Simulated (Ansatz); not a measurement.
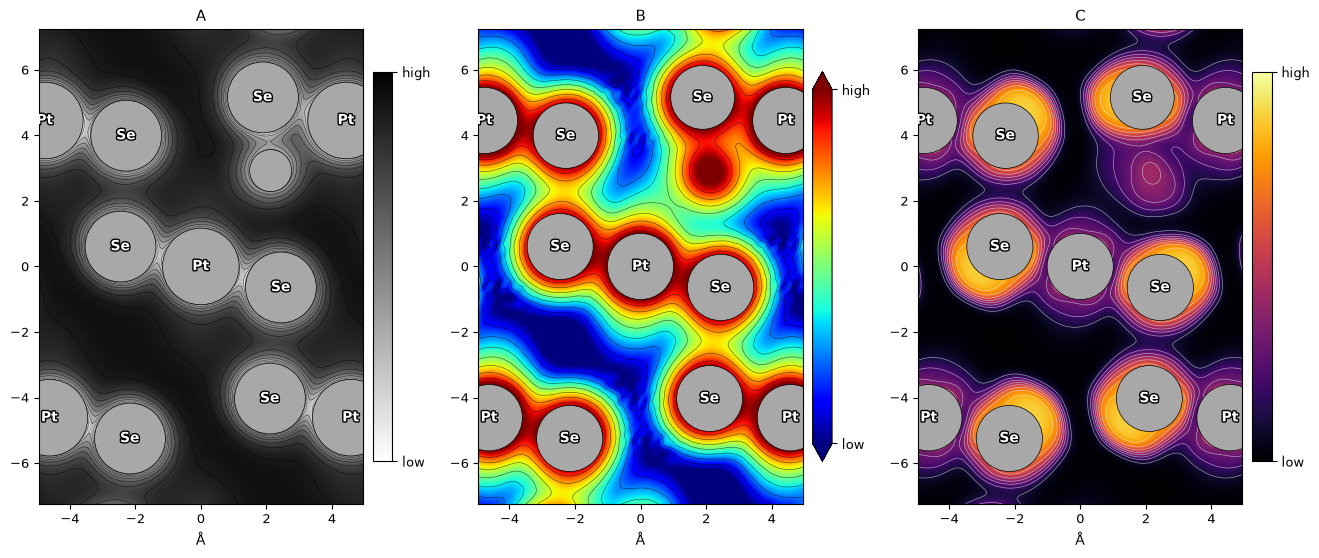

Pt$_{5}$Se$_{9}$ (cell with a defect): 3 fields on the (101̄) plane of the calculation cell, with unlabelled colour scales. Grey discs cover the atomic cores.

Computed with DFT PBE, scalar-relativistic, plane waves, PAW (Ansatz).

```cif
data_structure
_symmetry_space_group_name_H-M 'P 1'
_symmetry_Int_Tables_number 1
_cell_length_a 9.1918
_cell_length_b 9.1918
_cell_length_c 9.1918
_cell_angle_alpha 75.499
_cell_angle_beta 75.499
_cell_angle_gamma 75.499
_cell_volume 713.18
loop_
_atom_site_label
_atom_site_type_symbol
_atom_site_fract_x
_atom_site_fract_y
_atom_site_fract_z
_atom_site_occupancy
Pt1 Pt 0.66532 0.33475 0.00257 1
Pt2 Pt 0.66846 0.00697 0.33723 1
Pt3 Pt 0.33398 0.66614 0.00253 1
Pt4 Pt 0.00263 0.00341 0.00320 1
Pt5 Pt 0.32299 0.32386 0.32886 1
Pt6 Pt 0.66776 0.66858 0.66874 1
Pt7 Pt 0.32914 0.99601 0.66846 1
Pt8 Pt 0.00615 0.66934 0.33720 1
Pt9 Pt 0.99522 0.33003 0.66861 1
Se1 Se 0.71846 0.71928 0.37833 1
Se2 Se 0.70718 0.37928 0.71411 1
Se3 Se 0.37360 0.02227 0.38055 1
Se4 Se 0.02137 0.37442 0.38074 1
Se5 Se 0.37846 0.70798 0.71406 1
Se6 Se 0.71396 0.04528 0.04937 1
Se7 Se 0.37618 0.37698 0.03877 1
Se8 Se 0.03925 0.04018 0.71506 1
Se9 Se 0.04451 0.71475 0.04935 1
Se10 Se 0.60994 0.29286 0.29264 1
Se11 Se 0.61825 0.95896 0.62631 1
Se12 Se 0.29206 0.61078 0.29261 1
Se13 Se 0.96879 0.96949 0.29082 1
Se14 Se 0.28388 0.28465 0.61757 1
Se15 Se 0.62252 0.62331 0.95831 1
Se16 Se 0.29172 0.95685 0.95682 1
Se17 Se 0.95813 0.61917 0.62633 1
Se18 Se 0.95600 0.29255 0.95697 1
Pt10 Pt 0.12797 0.12891 0.30209 1
```

### Which field does each panel show? The fields are: electron localisation function, electrostatic potential energy of an electron and valence pseudo-density.

Panel A: electrostatic potential energy of an electron (low next to the atoms, rising into the space between them). Panel B: valence pseudo-density. Panel C: electron localisation function. From the grid: Pt–Se (2.52 Å): ρ at the midpoint is about 0.57 e/Å³; the ELF is about 0.50 at the midpoint. Pt–Se (2.52 Å): ρ at the midpoint is about 0.57 e/Å³; the ELF is about 0.50 at the midpoint.
